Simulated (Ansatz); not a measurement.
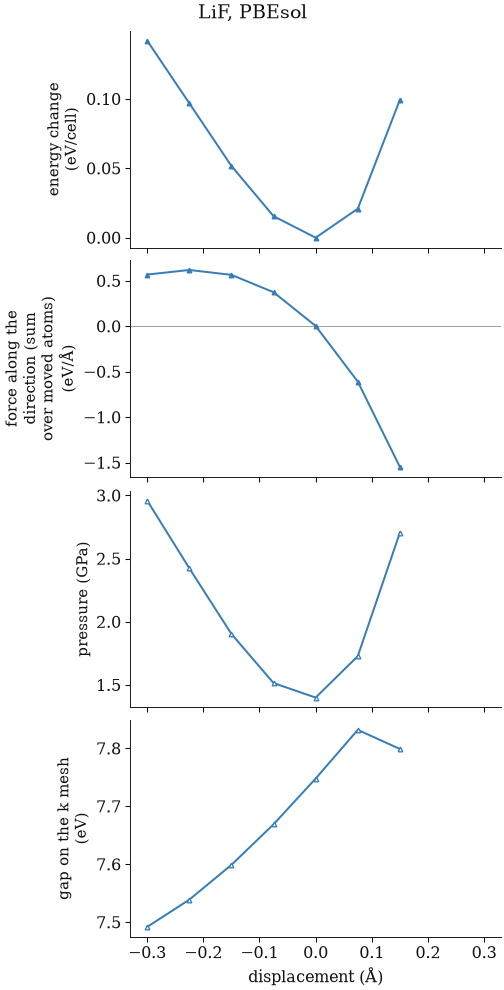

The picture above shows the energy change, force along the direction (sum over moved atoms), pressure and gap on the k mesh against displacement for LiF, space group P6_3mc (No. 186).

The given structure:
```yaml
crystal:
  lattice:
    - [3.06094, 0.00000, 0.00000]
    - [-1.53047, 2.65085, 0.00000]
    - [0.00000, 0.00000, 4.80732]
  atoms:
    - { symbol: Li, position: [0.33333, 0.66667, 0.38115] }
    - { symbol: Li, position: [0.66667, 0.33333, 0.88115] }
    - { symbol: F, position: [0.33333, 0.66667, 0.99384] }
    - { symbol: F, position: [0.66667, 0.33333, 0.49384] }
```

Computed with Ansatz 0.2.0: all atoms of one element of a crystal moved along a line, all else fixed, by plane-wave density functional theory with PAW datasets, free energies less that of the undisturbed cell, pressure positive in compression; scalar-relativistic. Level: PBEsol, no spin polarisation.

- wave cutoff: 420 eV
- k mesh: 9×9×6
- occupations: Gaussian
- smearing width: 0.05 eV
- k shift: (0, 0, 0) (mesh steps)
- start: as given
- moved element: F
- direction: (0, 0, 1) (Cartesian unit vector)

The points at displacement 0.2250 Å, 0.2625 Å and 0.3000 Å are left out of the plot. What values does the calculation give there?

```
displacement (Å)  energy change (eV/cell)  force along the direction (sum over moved atoms) (eV/Å)  pressure (GPa)  gap on the k mesh (eV)
          0.2250                   0.2643                                                    -2.94           4.583                   7.738
          0.2625                   0.3912                                                    -3.86           5.951                   7.706
          0.3000                   0.5559                                                    -4.96           7.669                   7.674
```

Caveats: odd k mesh can miss points on the zone edge; reference crystal is not relaxed.
